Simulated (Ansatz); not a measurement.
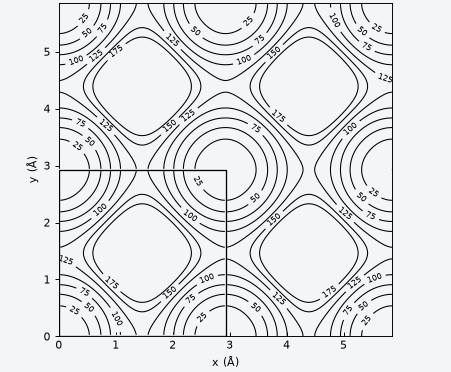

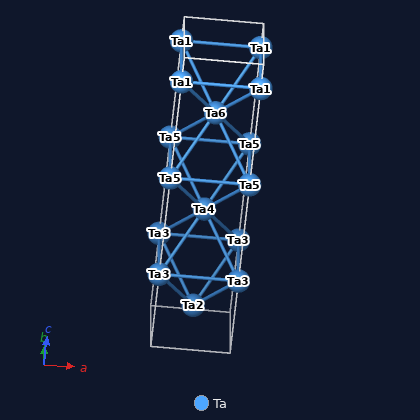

Energy landscape of Ta (Fm-3m, No. 225; 6 atoms in the cell). Gamma surface: rigid slide across a plane, one fault a cell; the plane is (0 0 1) of the conventional cell. Places are given modulo a cell vector. The map is drawn in real space over the plane of the slide. Nothing is relaxed (rigid halves, spacing across the cut fixed). The scan uses a 6 × 6 grid; 10 points were computed and 26 follow by symmetry. All energies are given in meV/Å² relative to the lowest grid point. Method: Ansatz, DFT LDA, scalar-relativistic, plane waves, PAW. Settings: cutoff 420 eV, k-mesh 15×15×4 in the order of the run's cell vectors, gaussian smearing 0.15 eV, no spin polarisation.

In the figure: contour lines labelled in meV/Å² (none above 175), the outline of one cell of the 2 × 2 shown. Between grid points the surface is interpolated. The second picture is the structure at the lowest point

Where are the wells?

The lowest grid point is at (0/6, 0/6) of the cell vectors. No other kind of well shows on this grid. The highest grid point, (3/6, 3/6) of the cell vectors, lies 349 meV/Å² above the lowest. On the interpolated surface the easiest way out of the lowest well to its copy in the next cell or period passes a barrier of about 127 meV/Å².

Each point was launched as `ansatz run input.yaml --threads 2 --pin off --max-ram 4096MiB --backend cpu --events-out ev --progress --plain --runs-dir out`. The whole map (10 points run) took 13 min on 2 threads of Arm Neoverse N1 (shared host).

PAW datasets: the set soft_1.
